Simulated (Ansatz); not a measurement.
**From CO2 to SiO2**

System: CO2 (6 atoms in the cell).
Method of the first run: DFT r2SCAN, scalar-relativistic, plane waves, PAW, no spin polarisation (Ansatz 0.2.0).
System of the second run: SiO2 (P4₂/mnm, 6 atoms in the cell).

On the first run: The structure was made by swapping elements on the sites of another compound; it need not be a known phase. On the second run: The structure was made by swapping elements on the sites of another compound; it need not be a known phase. It belongs to a series of runs on one base structure; here: Sn -> Si on all its sites, cell and atoms relaxed. Text and figures count atoms from 1; the logs count them from 0 in places.

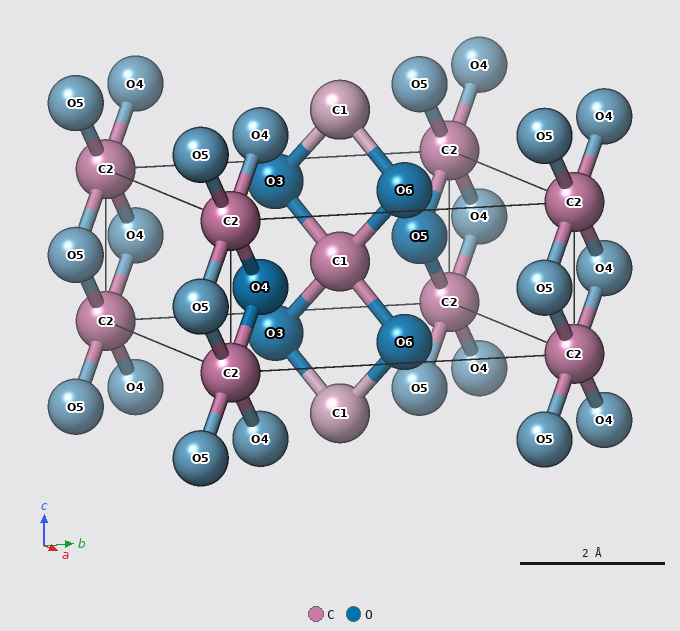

Figure 1. The input geometry (ball-and-stick view of the cell of the calculation, seen slightly off an axis; neighbours outside the cell are drawn fainter; atoms are numbered from 1 in the order of the input). Near neighbours in the crystal (not all of them lie inside the picture): C has 4 O at 1.46 Å; O has 2 C at 1.46 Å.

Input file, the first run:
```yaml
crystal:
  lattice:
    - [5.0742333369, 0.0, 0.0]
    - [0.0, 5.0896574846, 0.0]
    - [0.0, 0.0, 2.1354752865]
  atoms:
    - { symbol: C, position: [0.5, 0.5, 0.5] }
    - { symbol: C, position: [0.0, 0.0, 0.0] }
    - { symbol: O, position: [0.3611075239, 0.3626716505, 0.0] }
    - { symbol: O, position: [0.8611075239, 0.1373283495, 0.5] }
    - { symbol: O, position: [0.1388924761, 0.8626716505, 0.5] }
    - { symbol: O, position: [0.6388924761, 0.6373283495, 0.0] }
basis:
  ecutwfc: 500
kpoints:
  mp_grid: { grid: [6, 6, 12] }
hamiltonian:
  xc: r2scan
scf:
  occupations: { method: gaussian, width: 0.02 }
output:
  forces: true
  stress: true
  eigenvalues: true
relax:
  adjacent_minimum: "off"
  f_tol: 0.01
  max_steps: 60
  cell: { stress_tol: 0.1 }
```

Command:
```bash
ansatz run input.yaml --threads 1 --pin off --max-ram 2560MiB --backend cpu --events-out ev --progress --plain --runs-dir out
```

Hardware: 1 thread of Intel Xeon @ 2.50GHz (Skylake/Cascade Lake), 192 GiB of memory available, shared host.

Output, shortened to warnings, some set-up lines, iterations and results (the first run):
```
Basis set: ecut = 500 eV, 1379 PW (Γ), exchange–correlation on 160×160×64 points (64 copies of the dense FFT grid, shifted against one another)
Symmetry: 8 space group operations
k-points: 112 of 432
Initial density: superposition of atomic densities (neutral atoms: chi_scale 0, normalization atom), corrected by the library's trained network
[...]
SCF iter   1: F=—  HF=-2766.026596 eV  |F-HF|=—  |Δ(HF+E_count)|=         —  Δρ=3.00e-2  dr2=4.31e-1  dr2_τ=5.92e-1  ethr=1.77e-3  ⟨swp⟩=6.4  Hψ=11462  notcnv=0
SCF iter   2: F=—  HF=-2766.099941 eV  |F-HF|=—  |Δ(HF+E_count)|=   7.33e-2  Δρ=1.73e-2  dr2=1.12e-1  dr2_τ=3.90e-2  ethr=1.35e-3  ⟨swp⟩=2.8  Hψ=5563  notcnv=0  defer=216
SCF iter   3: F=—  HF=-2766.071760 eV  |F-HF|=—  |Δ(HF+E_count)|=   2.82e-2  Δρ=5.03e-3  dr2=4.88e-3  dr2_τ=3.41e-4  ethr=3.51e-4  ⟨swp⟩=2.0  Hψ=3967  notcnv=0  defer=216
SCF iter   4: F=—  HF=-2766.072729 eV  |F-HF|=—  |Δ(HF+E_count)|=   9.69e-4  Δρ=5.23e-4  dr2=6.94e-5  dr2_τ=1.93e-5  ethr=1.53e-5  ⟨swp⟩=2.0  Hψ=4496  notcnv=0  defer=216
SCF iter   5: F=—  HF=-2766.072738 eV  |F-HF|=—  |Δ(HF+E_count)|=   9.49e-6  Δρ=1.57e-4  dr2=4.52e-6  dr2_τ=1.31e-6  ethr=2.17e-7  ⟨swp⟩=2.1  Hψ=3708  notcnv=0  defer=216
[... 12 lines ...]
SCF iter   4: F=—  HF=-2766.072777 eV  |F-HF|=—  |Δ(HF+E_count)|=   3.80e-7  Δρ=6.31e-6  dr2=7.46e-10  dr2_τ=1.51e-8  ethr=2.22e-11  ⟨swp⟩=2.0  Hψ=4120  notcnv=0
SCF iter   5: F=—  HF=-2766.072777 eV  |F-HF|=—  |Δ(HF+E_count)|=   4.45e-8  Δρ=1.04e-6  dr2=2.02e-11  dr2_τ=4.07e-10  ethr=1.00e-12  ⟨swp⟩=5.5  Hψ=9545  notcnv=0
SCF iter   6: F=-2766.072777 eV  HF=-2766.072777 eV  |F-HF|=7.28e-12  |Δ(HF+E_count)|=   1.25e-9  Δρ=8.56e-8  dr2=2.41e-13  dr2_τ=2.64e-12  ethr=1.00e-12  ⟨swp⟩=3.7  Hψ=6806  …
SCF 3 converged in 6 iterations: F = -2766.072777 eV  dr2 = 2.41e-13
relax step   3: F+E_penalty+E_count = -2766.07277742 eV  Δ(F+E_penalty+E_count) = -1.084e-5 eV  max|allowed force component| = 8.971e-3 eV/Å  Δτ_max = 0.0000 Å  P = -0.005 …
basis re-selected at this cell: Δ(F+E_penalty+E_count) = -1.084e-5 eV, ΔP = -0.000 GPa vs the last step (what re-selecting the basis moved, of the pressure what is left beyond the Pulay correction that the steps carried, after the strain that the cell walked since its last selection, with what the …
SCF converged after 6 iterations
Free energy (F): -2766.072777 eV
Harris-Foulkes:  -2766.072777 eV  (|F-HF|=7.28e-12)
Internal energy: -2766.072777 eV  (E = F + TS)
E sigma→0 (E₀):  -2766.072777 eV
Fermi energy:    4.330187 eV
--- Per-component energies (eV) ---
  E_band       = -179.078599
  E_kinetic    = 875.970938
  E_local      = -2039.455881  (includes V_loc(G=0)·N_el)
  E_nonlocal   = 241.013428
  E_hartree    = 706.241579
  E_xc         = -381.397835
  E_vxc        = -546.499290  (∫ρ·V_xc dr)
  E_paw        = -838.955494  (= ΣΔE_a)
  E_vpaw       = -157.969486  (= ΣTr[D̂ρ^β])
  E_aug_tail   = 0.003926  (compensation charges beyond the density's cutoff)
  E_vtau       = 35.374612  (kinetic-family band-sum trace: ∫τ·v_τ [+ j·A + Jᵃ·Aᵃ] dr)
  E_ewald      = -1329.316126
  E_core_change = -0.177311  (= ΣΔE_core)
  E_smearing   = -0.000000  (= −TS)
  E_closure    = 0.000000  (closes the sum)
  Σ components = -2766.072777   (vs F -2766.072777, Δ=0.00e0)
--- Forces (eV/Å), atoms counted from 1 ---
  atom   1  C     -0.00000000     0.00000000     0.00000000
  atom   2  C      0.00000000     0.00000000     0.00000000
  atom   3  O      0.00897125     0.00893221     0.00000000
  atom   4  O      0.00897125    -0.00893221     0.00000000
  atom   5  O     -0.00897125     0.00893221     0.00000000
  atom   6  O     -0.00897125    -0.00893221     0.00000000
  max |Σ_I F_I| component: 1.73e-18 eV/Å
--- Stress (GPa, compression-positive) ---
       -0.050445       0.000000       0.000000
        0.000000      -0.041627       0.000000
        0.000000       0.000000       0.078472
  P = ⅓ Tr σ = -0.0045 GPa (-0.045 kbar)
--- Relaxed structure (2 steps of the walk, 2 accepted, 1 SCFs on fresh bases) ---
  F+E_penalty+E_count = -2766.07277742 eV   max|allowed force component| = 8.971e-3 eV/Å   (the final SCF, on the basis selected at the relaxed cell)
  cell:  # Å, volume = 55.1727 Å³
    - [5.075422751109222, 0.0, 0.0]
    - [0.0, 5.092474661759116, 0.0]
    - [0.0, 0.0, 2.1346315729015792]
  atoms:
[...]
```

For the second run the input was changed thus:
```diff
-    - [5.0742333369, 0.0, 0.0]
-    - [0.0, 5.0896574846, 0.0]
-    - [0.0, 0.0, 2.1354752865]
+    - [4.1847609753, 0.0, 0.0]
+    - [0.0, 4.1848755123, 0.0]
+    - [0.0, 0.0, 2.6684812872]
-    - { symbol: C, position: [0.5, 0.5, 0.5] }
-    - { symbol: C, position: [0.0, 0.0, 0.0] }
-    - { symbol: O, position: [0.3611075239, 0.3626716505, 0.0] }
-    - { symbol: O, position: [0.8611075239, 0.1373283495, 0.5] }
-    - { symbol: O, position: [0.1388924761, 0.8626716505, 0.5] }
-    - { symbol: O, position: [0.6388924761, 0.6373283495, 0.0] }
+    - { symbol: Si, position: [0.5, 0.5, 0.5] }
+    - { symbol: Si, position: [0.0, 0.0, 0.0] }
+    - { symbol: O, position: [0.3063106099, 0.3063339702, 0.0] }
+    - { symbol: O, position: [0.8063106099, 0.1936660298, 0.5] }
+    - { symbol: O, position: [0.1936893901, 0.8063339702, 0.5] }
+    - { symbol: O, position: [0.6936893901, 0.6936660298, 0.0] }
-  mp_grid: { grid: [6, 6, 12] }
+  mp_grid: { grid: [6, 6, 8] }
```

How does the second run compare with the first run?

The total energies belong to different systems, so their difference says nothing on which is more stable or more accurate. The gap on the mesh goes from 0.95 to 6.51 eV. The volume per atom goes from 9.20 to 7.79 Å³. The SCF takes 20 iterations over all geometry steps against 16. The irreducible k-points go from 112 to 80.

Output, shortened to warnings, some set-up lines, iterations and results (the second run):
```
Basis set: ecut = 500 eV, 1177 PW (Γ), exchange–correlation on 128×128×80 points (64 copies of the dense FFT grid, shifted against one another)
Symmetry: 8 space group operations
k-points: 80 of 288
Initial density: superposition of atomic densities (neutral atoms: chi_scale 0, normalization atom), corrected by the library's trained network
[...]
SCF iter   1: F=—  HF=-3559.039309 eV  |F-HF|=—  |Δ(HF+E_count)|=         —  Δρ=1.18e-2  dr2=5.86e-2  dr2_τ=5.23e-1  ethr=1.77e-3  ⟨swp⟩=6.3  Hψ=9833  notcnv=0
SCF iter   2: F=—  HF=-3559.336013 eV  |F-HF|=—  |Δ(HF+E_count)|=   2.97e-1  Δρ=6.40e-3  dr2=7.24e-3  dr2_τ=1.53e-3  ethr=1.83e-4  ⟨swp⟩=3.0  Hψ=4348  notcnv=0  defer=139
SCF iter   3: F=—  HF=-3559.336850 eV  |F-HF|=—  |Δ(HF+E_count)|=   8.37e-4  Δρ=1.91e-3  dr2=6.48e-4  dr2_τ=1.10e-4  ethr=2.26e-5  ⟨swp⟩=3.0  Hψ=3025  notcnv=0  defer=139
SCF iter   4: F=—  HF=-3559.336904 eV  |F-HF|=—  |Δ(HF+E_count)|=   5.38e-5  Δρ=2.12e-4  dr2=1.14e-5  dr2_τ=1.38e-6  ethr=2.03e-6  ⟨swp⟩=2.4  Hψ=2846  notcnv=0  defer=139
SCF iter   5: F=—  HF=-3559.336903 eV  |F-HF|=—  |Δ(HF+E_count)|=   1.21e-6  Δρ=7.94e-5  dr2=2.42e-6  dr2_τ=1.30e-7  ethr=3.57e-8  ⟨swp⟩=2.0  Hψ=2733  notcnv=0  defer=139
[... 20 lines ...]
SCF iter   2: F=—  HF=-3559.337029 eV  |F-HF|=—  |Δ(HF+E_count)|=   1.23e-6  Δρ=4.78e-6  dr2=3.23e-9  dr2_τ=5.87e-10  ethr=4.01e-11  ⟨swp⟩=2.8  Hψ=3277  notcnv=0
SCF iter   3: F=—  HF=-3559.337029 eV  |F-HF|=—  |Δ(HF+E_count)|=   1.16e-9  Δρ=1.95e-6  dr2=6.11e-10  dr2_τ=1.08e-10  ethr=1.01e-11  ⟨swp⟩=2.3  Hψ=2937  notcnv=0
SCF iter   4: F=-3559.337029 eV  HF=-3559.337029 eV  |F-HF|=1.00e-11  |Δ(HF+E_count)|=  1.76e-10  Δρ=2.42e-7  dr2=1.53e-11  dr2_τ=2.79e-12  ethr=1.00e-12  ⟨swp⟩=4.7  Hψ=6388  …
SCF 5 converged in 4 iterations: F = -3559.337029 eV  dr2 = 1.53e-11
relax step   5: F+E_penalty+E_count = -3559.33702940 eV  Δ(F+E_penalty+E_count) = -1.200e-5 eV  max|allowed force component| = 7.683e-4 eV/Å  Δτ_max = 0.0000 Å  P = -0.022 …
basis re-selected at this cell: Δ(F+E_penalty+E_count) = -1.200e-5 eV, ΔP = -0.001 GPa vs the last step (what re-selecting the basis moved, of the pressure what is left beyond the Pulay correction that the steps carried, after the strain that the cell walked since its last selection, with what the …
SCF converged after 4 iterations
Free energy (F): -3559.337029 eV
Harris-Foulkes:  -3559.337029 eV  (|F-HF|=1.00e-11)
Internal energy: -3559.337029 eV  (E = F + TS)
E sigma→0 (E₀):  -3559.337029 eV
Fermi energy:    13.370810 eV
--- Per-component energies (eV) ---
  E_band       = 42.530139
  E_kinetic    = 820.113439
  E_local      = -1224.722710  (includes V_loc(G=0)·N_el)
  E_nonlocal   = 231.722084
  E_hartree    = 437.818325
  E_xc         = -404.023767
  E_vxc        = -533.682608  (∫ρ·V_xc dr)
  E_paw        = -1683.066570  (= ΣΔE_a)
  E_vpaw       = -158.445986  (= ΣTr[D̂ρ^β])
  E_aug_tail   = 0.004657  (compensation charges beyond the density's cutoff)
  E_vtau       = 31.904469  (kinetic-family band-sum trace: ∫τ·v_τ [+ j·A + Jᵃ·Aᵃ] dr)
  E_ewald      = -1736.901858
  E_core_change = -0.280630  (= ΣΔE_core)
  E_smearing   = -0.000000  (= −TS)
  E_closure    = 0.000000  (closes the sum)
  Σ components = -3559.337029   (vs F -3559.337029, Δ=0.00e0)
--- Forces (eV/Å), atoms counted from 1 ---
  atom   1  Si     0.00000000     0.00000000     0.00000000
  atom   2  Si     0.00000000     0.00000000     0.00000000
  atom   3  O     -0.00073750    -0.00076830     0.00000000
  atom   4  O     -0.00073750     0.00076830     0.00000000
  atom   5  O      0.00073750    -0.00076830     0.00000000
  atom   6  O      0.00073750     0.00076830     0.00000000
  max |Σ_I F_I| component: 0.00e0 eV/Å
--- Stress (GPa, compression-positive) ---
       -0.034343       0.000000       0.000000
        0.000000      -0.034394       0.000000
        0.000000       0.000000       0.003536
  P = ⅓ Tr σ = -0.0217 GPa (-0.217 kbar)
--- Relaxed structure (4 steps of the walk, 4 accepted, 1 SCFs on fresh bases) ---
  F+E_penalty+E_count = -3559.33702940 eV   max|allowed force component| = 7.683e-4 eV/Å   (the final SCF, on the basis selected at the relaxed cell)
  cell:  # Å, volume = 46.7517 Å³
    - [4.18548718302768, 0.0, 0.0]
    - [0.0, 4.185499739951467, 0.0]
    - [0.0, 0.0, 2.6687283637430355]
  atoms:
[...]
```

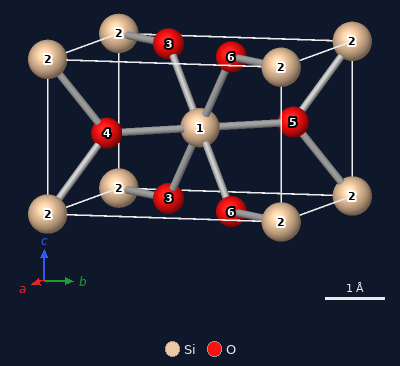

Figure 2. The input structure of the second run (ball-and-stick view of the cell of the calculation, seen slightly off an axis; atoms are numbered from 1 in the order of the input).

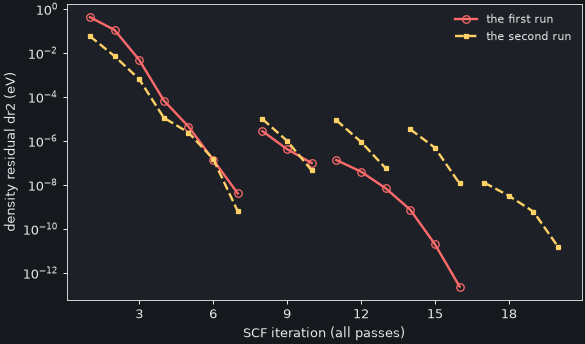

Figure 3. Convergence of the two runs: density residual dr2 against the SCF iteration. A break in a curve parts two SCF passes. The first run takes 16 iterations in all, and the second run takes 20.

The two runs side by side:

| quantity | the first run | the second run |
| --- | --- | --- |
| outcome | converged | converged |
| free energy per atom (eV) | −461.0121 | −593.2228 |
| gap on the mesh (eV) | 0.95 | 6.51 |
| pressure (GPa) | 0.00 | −0.02 |
| volume per atom (Å³) | 9.20 | 7.79 |
| largest force (eV/Å) | 0.013 | 0.001 |
| SCF iterations | 16 | 20 |
| irreducible k-points | 112 | 80 |
| wall time (shared host) | 60 s | 57 s |
